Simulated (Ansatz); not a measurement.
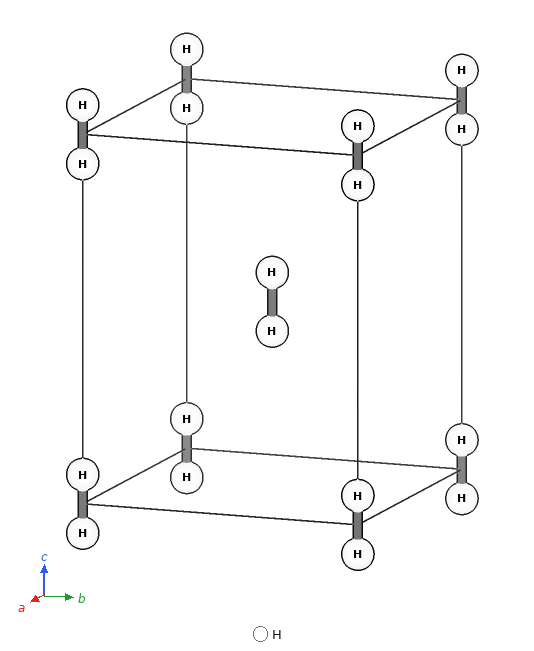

We look at a ball-and-stick model of the crystal slightly off an axis. Thin lines show the conventional unit cell, with boundary atoms drawn in all their periodic places. Atoms of adjacent cells appear where they bond to atoms in the box, in fainter colours.

- The element is hydrogen.
- It belongs to space group I4/mmm (No. 139) and has a body-centred tetragonal lattice.
- The cell holds four atoms.
- H bonds to one H.
- The bonds build separate H2 groups.

The structure was taken from a structure listed in the Materials Project. Earlier steps of the study may have refined or changed the cell and positions. Ansatz was used for an electronic-structure calculation on it.
